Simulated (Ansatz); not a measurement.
Input file:

```
crystal:
  lattice:
    - [-2.8187689779, 0.0, 0.0]
    - [-1.409384489, -2.4411255423, 0.0]
    - [0.0, 0.0, 10.9125498868]
  atoms:
    - { symbol: Ti, position: [0.3333333333, 0.3333333333, 0.125] }
    - { symbol: Ti, position: [0.3333333333, 0.3333333333, 0.625] }
    - { symbol: Ti, position: [0.6666666667, 0.6666666667, 0.375] }
    - { symbol: Ti, position: [0.6666666667, 0.6666666667, 0.875] }
    - { symbol: O, position: [0.0, 0.0, 0.0] }
    - { symbol: O, position: [0.0, 0.0, 0.5] }
    - { symbol: O, position: [0.0, 0.0, 0.25] }
    - { symbol: O, position: [0.0, 0.0, 0.75] }
basis:
  ecutwfc: 420
kpoints:
  mp_grid: { grid: [19, 19, 5] }
hamiltonian:
  xc: pbesol
scf:
  occupations: { method: gaussian, width: 0.15 }
output:
  forces: true
  stress: true
  eigenvalues: true
  write_density: true
  write_potential: true
  elf: true
  volumetric_format: npy
```

Run with:

```sh
ansatz run input.yaml --threads 2 --pin off --max-ram 5120MiB --backend cpu --events-out ev --progress --plain --runs-dir out
```

Space group P6₃/mmc; a structure from a database of computed crystals, not necessarily the ambient phase; computed without spin polarisation.

These are results of Ansatz 0.2.0, DFT PBEsol, scalar-relativistic, plane waves, PAW, not measurements.

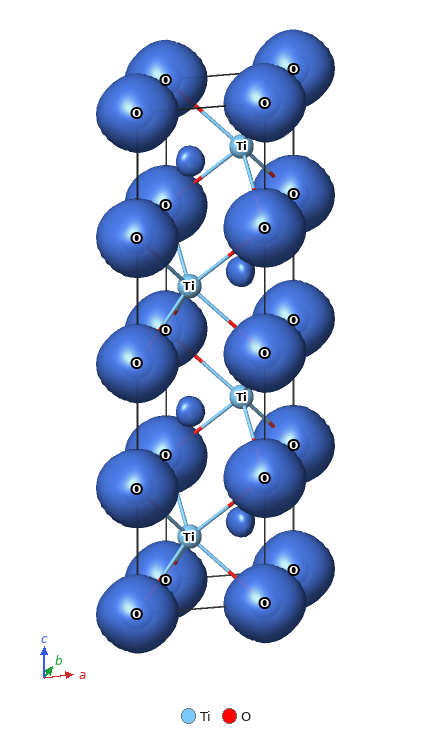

TiO. Isosurface of the ELF at 0.65 (blue), seen slightly off an axis. Only the valence region is drawn (cores and ρ < 0.01 e/Å³ removed). Sticks mark near contacts.

In a PAW calculation such maps are meaningful between the atoms, not at the nuclei.

> Where are the electrons localised?

The surface consists of four regions wrapped around O (the valence shell of each) and four pockets between the atoms, centred on no nucleus (multi-centre or interstitial), counted in one cell of 8 atoms. Any copies at cell faces, edges or corners count once. Along the contacts the grid gives the following. Ti–O (2.12 Å): the ELF peaks at about 0.80 in the valence shell of O, 0.6 Å from its nucleus, and is about 0.10 at the midpoint: no localised pair shows between them. Ti–Ti (2.82 Å): the ELF is about 0.25 at the midpoint: no localised pair shows between them.

> Does the calculation give a band gap?

It is metallic or semimetallic at this level of theory: no gap opens; semilocal functionals without U, or without the true magnetic order, often close the gap of such compounds.
